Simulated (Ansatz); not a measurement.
# Al: single-point calculation

System: Al (Fm-3m, 2 atoms in the cell).
Method: DFT, LDA, PAW with Ansatz's default frozen-core files, scalar-relativistic, no spin polarisation (Ansatz 0.2.0).

It belongs to a series of runs on one base structure; here: bulk in the slab's orientation, PAW files.

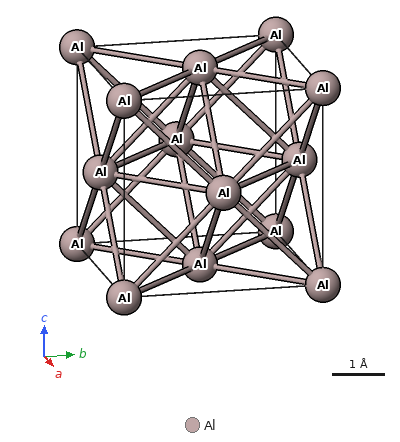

*The input geometry (ball-and-stick view of the cell 2 times as large as that of the calculation, set on its symmetry axes, seen slightly off an axis). An atom can appear more than once, as a periodic image.*

Near neighbours in the periodic cell (some may lie outside the picture): Al has 12 Al at 2.82 Å.

**Input file**
```yaml
crystal:
  lattice:
    - [1.9917987569, 1.9917987569, 0.0]
    - [-1.9917987569, 1.9917987569, 0.0]
    - [0.0, 0.0, 3.9835975139]
  atoms:
    - { symbol: Al, position: [0.0, 0.0, 0.0] }
    - { symbol: Al, position: [0.5, 0.5, 0.5] }
kpoints:
  mp_grid: { grid: [14, 14, 10] }
scf:
  occupations: { method: fermi_dirac, width: 0.08 }
hamiltonian:
  xc: lda
  pseudopotentials: { kind: paw }
output:
  forces: true
  stress: true
  eigenvalues: true
```

Command:
```bash
ansatz run input.yaml --threads 2 --pin off --max-ram 4096MiB --backend cpu --events-out ev --progress --plain --runs-dir out
```

**Output**
```
Engine: ansatz 0.2.0, aarch64-unknown-linux-gnu
Pseudopotentials: kind: paw
Pseudopotential: Al, paw, valence charge 3, recommended cutoff 420 eV (normal), Al.paw.azcp
Functional definition: SPW92
  exchange = slater_x
  correlation = pw_c
Crystal: 2 atoms, lattice volume = 31.608 Å³
Basis set: ecut = 420 eV, 633 PW (Γ)
Bands: 7, of which v1, the nominal top of the filled ones, is band 3 counted from 1 (2 counted from 0)
Symmetry: 32 space group operations
Space group: Fm-3m (ITA 225), of the structure as read, at distance tolerance 3.2e-5 Å
k-points: 216 of 1960
Non-local potential: Al, projectors of the file, l = 0: 2, l = 1: 2, l = 2: 1
PAW form: soft (Blöchl's): semilocal exchange-correlation on the pseudo side does not see the compensation charge
PAW frozen core: Al, regenerated for the run's functional, and the local potential with it (the file was generated under x = pbe(κ = 0.804, μ = 0.2195149727645171), c = pbe(β = 0.06672455060314922))
PAW one-centre angular grid: Al, 110 points (default); XC on 64 Gauss nodes
Initial density: superposition of atomic densities (neutral atoms: chi_scale 0, normalization atom), corrected by the library's trained network
Initial wavefunctions: pseudopotential atomic-orbital guess
Functional: x = slater, c = lda
SCF iter   1: F=—  HF=-1025.761134 eV  |F-HF|=—  |Δ(HF+E_count)|=         —  Δρ=3.41e-3  dr2=3.42e-3  ethr=1.77e-3  ⟨swp⟩=5.2  Hψ=12417  notcnv=0
preconditioner: auto → none  [metal: Δε(μ)=0.022 eV  Ē_g=9.202 eV  σ=0.080 eV  W_gap=0.07  n_scr=2 (ndim 8)  ℏωp=16.2 eV  f_vac=0.000  D(μ)=0.84/eV (n_scr^D=2)  sad-step TF]
SCF iter   2: F=—  HF=-1025.760248 eV  |F-HF|=—  |Δ(HF+E_count)|=   8.87e-4  Δρ=2.10e-3  dr2=1.36e-3  ethr=5.69e-5  ⟨swp⟩=1.0  Hψ=3240  notcnv=0
SCF iter   3: F=—  HF=-1025.759674 eV  |F-HF|=—  |Δ(HF+E_count)|=   5.74e-4  Δρ=1.01e-4  dr2=2.61e-6  ethr=2.26e-5  ⟨swp⟩=2.0  Hψ=2126  notcnv=0
SCF iter   4: F=—  HF=-1025.759671 eV  |F-HF|=—  |Δ(HF+E_count)|=   2.98e-6  Δρ=5.56e-6  dr2=8.82e-9  ethr=4.35e-8  ⟨swp⟩=1.3  Hψ=1643  notcnv=0
iter 5 did not close the SCF: its close was put off for the readings that it lacked (scf_convergence_deferred on its scf_iter line)
SCF iter   5: F=-1025.759671 eV  HF=-1025.759671 eV  |F-HF|=9.55e-12  |Δ(HF+E_count)|=   5.05e-9  Δρ=2.33e-7  dr2=1.09e-11  ethr=1.47e-10  ⟨swp⟩=2.2  Hψ=2172  notcnv=0
SCF iter   6: F=-1025.759671 eV  HF=-1025.759671 eV  |F-HF|=4.55e-13  |Δ(HF+E_count)|=  5.91e-12  Δρ=2.25e-8  dr2=1.14e-13  ethr=1.00e-12  ⟨swp⟩=1.2  Hψ=4045  notcnv=0
SCF 1 converged in 6 iterations: F = -1025.759671 eV  dr2 = 1.14e-13
  greatest PAW one-centre occupation: 0.457 electrons in one spin orbital (limit 2), on the Al atom at site 1 (counted from 0), in its partial waves of l = 0
```

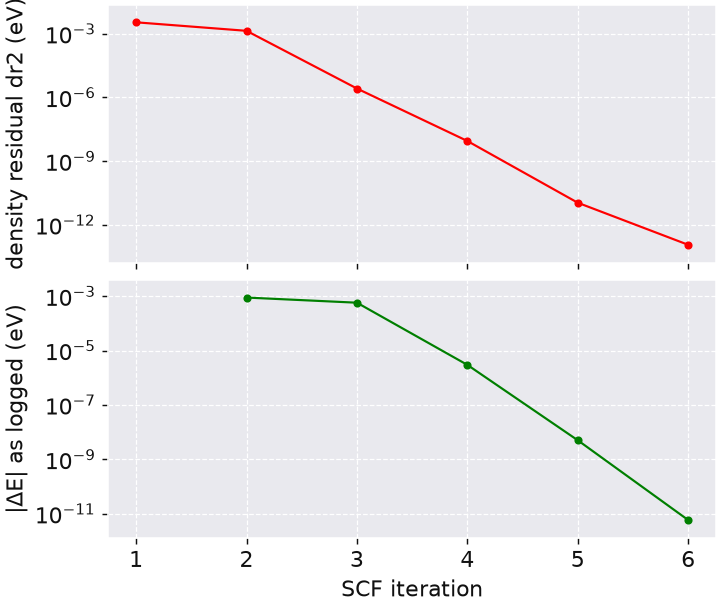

*Convergence of the self-consistent field: density residual dr2 and size of the energy change against the SCF iteration.*

The residual falls at every step.

```
SCF converged after 6 iterations
Free energy (F): -1025.759671 eV
Harris-Foulkes:  -1025.759671 eV  (|F-HF|=4.55e-13)
Internal energy: -1025.742157 eV  (E = F + TS)
E sigma→0 (E₀):  -1025.750914 eV
Entropy (-TS):   -0.017514 eV (-8.757 meV/atom)
Fermi energy:    8.198186 eV
--- Per-component energies (eV) ---
  E_band       = 21.999464
  E_kinetic    = 47.011750
  E_local      = 19.896199  (includes V_loc(G=0)·N_el)
  E_nonlocal   = 22.050477
  E_hartree    = 0.214364
  E_xc         = -79.237502
  E_vxc        = -59.309490  (∫ρ·V_xc dr)
  E_paw        = -886.631357  (= ΣΔE_a)
  E_vpaw       = -8.078191  (= ΣTr[D̂ρ^β])
  E_aug_tail   = -0.000008  (compensation charges beyond the density's cutoff)
  E_ewald      = -149.157512
  E_core_change = 0.111433  (= ΣΔE_core)
  E_smearing   = -0.017514  (= −TS)
  E_closure    = 0.000000  (closes the sum)
  Σ components = -1025.759671   (vs F -1025.759671, Δ=0.00e0)
--- Forces (eV/Å), atoms counted from 1 ---
  atom   1  Al    -0.00000000    -0.00000000     0.00000000
  atom   2  Al    -0.00000000     0.00000000     0.00000000
  max |Σ_I F_I| component: 9.98e-32 eV/Å
--- Stress (GPa, compression-positive) ---
        0.215233       0.000000       0.000000
       -0.000000       0.215233       0.000000
        0.000000       0.000000      -0.547456
  P = ⅓ Tr σ = -0.0390 GPa (-0.390 kbar)
--- Band table (eV; the first three rows and the last of 216) ---
  k-point 0: bands = ["-3.2060", "5.1958", "6.5622", "13.4584", "13.9329", "13.9329", "17.5285"]
  k-point 1: bands = ["-3.1129", "4.0663", "7.8502", "13.5499", "14.0102", "14.0102", "17.6141"]
  k-point 2: bands = ["-2.8343", "2.6064", "9.7853", "13.8241", "14.2423", "14.2423", "17.8682"]
  k-point 215: bands = ["7.3101", "7.3101", "7.3101", "7.3101", "8.3212", "8.3212", "9.4237"]
```

**Summary**

```json
{"quantity": "outcome", "value": "converged"}
{"quantity": "space group (tolerance 0.01 Å)", "value": "Fm-3m (225)"}
{"quantity": "electrons treated", "value": "6"}
{"quantity": "free energy", "value": "−1025.7597 eV"}
{"quantity": "Fermi energy", "value": "8.198 eV"}
{"quantity": "pressure", "value": "−0.04 GPa"}
{"quantity": "largest force (length of the vector)", "value": "under 0.001 eV/Å"}
{"quantity": "hardware", "value": "2 threads of Arm Neoverse V1, 24 GiB of memory available, shared host"}
{"quantity": "wall time", "value": "1.5 s (CPU time 2.8 s)"}
{"quantity": "peak memory", "value": "0.31 GiB"}
```
